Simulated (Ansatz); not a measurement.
GdO$_{4}$

```
CELL_PARAMETERS angstrom
4.56053 0.00000 0.00000
-2.28026 3.94953 0.00000
0.00000 0.00000 4.59658
ATOMIC_POSITIONS crystal
Gd 0.00000 0.00000 0.50000
O 0.50000 0.00000 0.50000
O 0.00000 0.50000 0.50000
O 0.50000 0.50000 0.50000
O 0.00000 0.00000 0.00000
```

Space group P6/mmm; a structure generated by program, which may or may not match a known phase; spin-polarised.

These are results of Ansatz, DFT PBE, scalar-relativistic, plane waves, PAW, not measurements.

In a PAW calculation such maps are meaningful between the atoms, not at the nuclei.

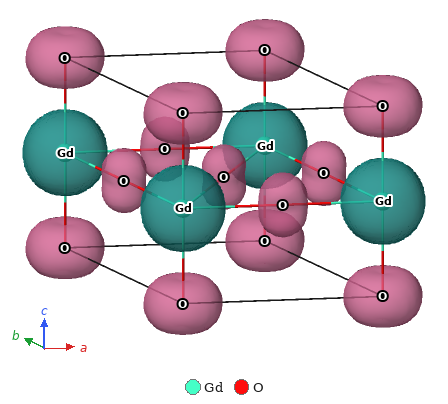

Figure 1. Isosurfaces of the spin density (up minus down) at +0.1 (teal) and −0.1 e/Å³ (pink), seen at an oblique angle. Sticks mark near contacts.

Q: Where is the spin, and how is it ordered?

A: The spin density sits on Gd: +6.6 μB in one cell of 5 atoms, with smaller moments on O (up to −1.03 μB): parallel moments on the main sites in this solution. The cell of the calculation (5 atoms) carries 4.7 μB of net spin moment.

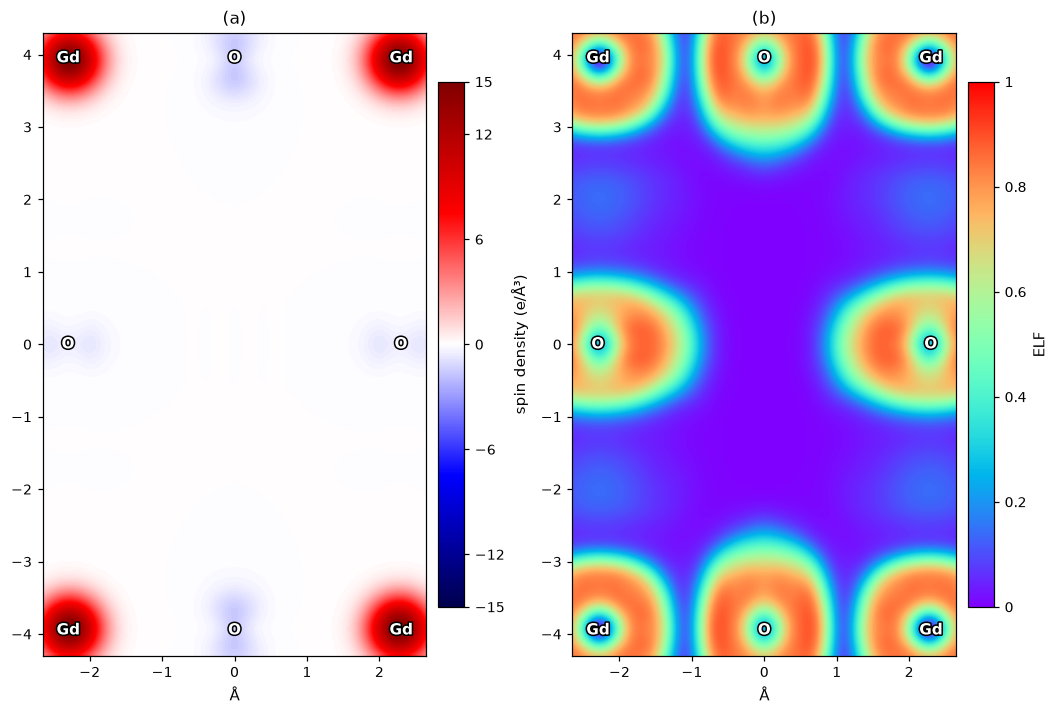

Figure 2. (a) magnetisation density (up minus down); (b) electron localisation function on the (110) plane of the conventional cell.

Q: What does the map show?

A: The section cuts through Gd and O sites. Gd–O (2.30 Å): the ELF peaks at about 0.90 in the valence shell of O, 0.6 Å from its nucleus, and drops to about 0.15 between the two atoms (no localised pair shows between them). The features right at Gd lie inside the PAW spheres, where the map follows smoothed inner orbitals and isn't to be read closely.

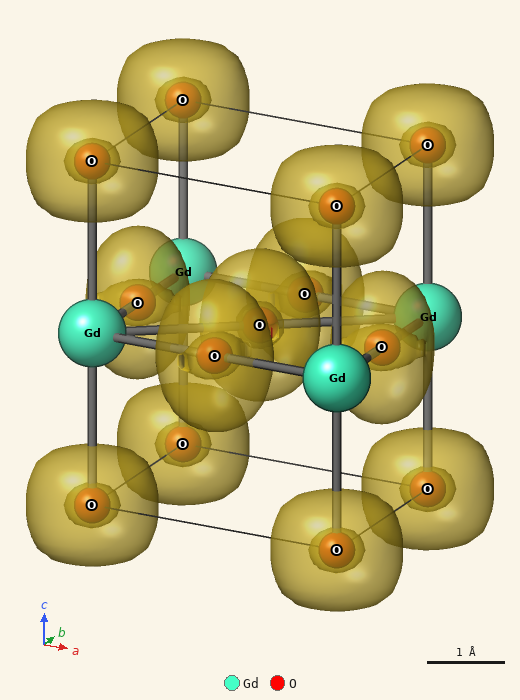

Figure 3. Isosurface of the ELF at 0.7 (yellow), seen slightly off an axis. Only the valence region is drawn (cores and ρ < 0.01 e/Å³ removed). Sticks mark near contacts.

Q: What do the ELF domains correspond to?

A: The ELF exceeds this value in four regions wrapped around O (the valence shell of each), counted in one cell of 5 atoms. Any copies at cell faces, edges or corners count once.


Gd–O (2.28 Å): the ELF peaks at about 0.85 in the valence shell of O, 0.6 Å from its nucleus, and drops to about 0.15 between the two atoms: no shared electron pair shows on this line.

Q: Metal or insulator at this level of theory?

A: It is metallic or semimetallic at this level of theory: no gap opens; semilocal functionals without U, or without the true magnetic order, often close the gap of such compounds.
